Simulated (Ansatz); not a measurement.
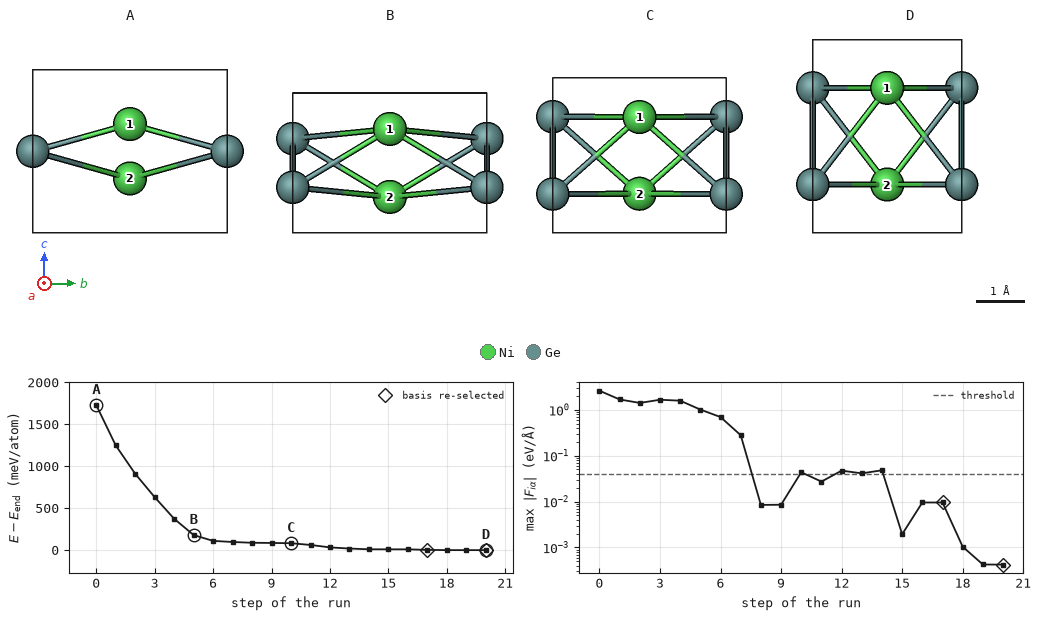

Frames of a relaxation of solid NiGe (built on the random type) (coarse preliminary run), marked on the history of the run. Style: ball-and-stick. Shown: the cell of the calculation, along the a axis.

Case: random cell with space group Pmma (No. 51).

All numbers below come from DFT PBE, scalar-relativistic, plane waves, PAW (Ansatz 0.2.0). Set-up: plane-wave cutoff 420 eV; k-point mesh 4 × 4 × 6; occupations gaussian; smearing width 0.1 eV; collinear spin; cell and atoms relaxed; force threshold 0.04 eV/Å; at most 70 steps.

**What happens along the run?**

The largest moves relative to the cell, 1.01 Å, are those of Ge atoms. Largest moves by element: Ge 1.01 Å, Ni 0.34 Å. Cell: a 3.966 → 4.144 Å (+4.5 %), b 4.083 → 3.126 Å (−23.4 %), c 3.426 → 4.059 Å (+18.5 %). Volume −5.2 %. Near-neighbour distances that change, for instance: Ge–Ge 3.959 → 2.901 Å, Ge–Ni 3.510 → 2.561 Å, Ge–Ge 1.983 → 2.900 Å, Ni–Ni 2.288 → 2.901 Å. Among the angles between lasting bonds that change: Ge–Ni–Ge 148.7° → 75.2°, Ge–Ni–Ge 157.3° → 180.0°, Ge–Ni–Ge 86.2° → 105.9°. The space group (tolerance 0.01 Å) goes from Pmma (No. 51) to Cmmm (No. 65). The energy falls by 1729 meV per atom in 18 accepted moves (20 points after the start). Largest force component: 2.6 eV/Å at the start, 0.00042 eV/Å at the end. The pressure goes from 55.35 to 0.03 GPa. At 2 points the geometry stayed and the basis and grid were re-selected for the new cell (energy shift of 6.6 meV per atom at most each time). The program noted that the starting moments weren't kept. The run took roughly 8 core-minutes on a shared host. From step 0 to 5: Ge atoms move most (0.51 Å), volume +1.5 %, energy −1549 meV per atom. From step 5 to 10: Ge atoms move most (0.24 Å), volume −3.4 %, energy −97.5 meV per atom. From step 10 to 20: volume −3.3 %, energy −82.6 meV per atom.

```tsv
step	E − E(0), meV/atom	largest force component, eV/Å	pressure, GPa	volume, Å³/atom	note
0	0.00	2.6096	55.35	13.869	
1	-480.62	1.6819	32.52	14.799	
2	-819.12	1.4112	15.49	15.566	
3	-1097.75	1.6568	3.06	15.828	
4	-1355.25	1.5815	-1.86	15.009	
5	-1549.10	1.0120	-2.70	14.071	
6	-1618.86	0.6948	-0.27	13.609	
7	-1631.87	0.2798	1.98	13.384	
8	-1641.36	0.0085	0.75	13.476	
9	-1643.40	0.0085	-0.22	13.597	
10	-1646.62	0.0435	0.20	13.595	
11	-1667.25	0.0272	-0.18	13.528	
12	-1696.46	0.0472	0.92	13.309	
13	-1710.16	0.0412	-0.29	13.284	
14	-1719.13	0.0481	1.12	13.033	
15	-1719.45	0.0019	-0.50	13.153	
16	-1719.62	0.0095	0.01	13.105	
17	-1726.17	0.0095	1.01	13.105	same geometry, new basis
18	-1728.92	0.0010	0.27	13.136	
19	-1729.16	0.0004	0.03	13.146	
20	-1729.18	0.0004	0.03	13.146	same geometry, new basis
```

Limits of the set-up: the k-point mesh is coarse for a cell with partly filled bands.
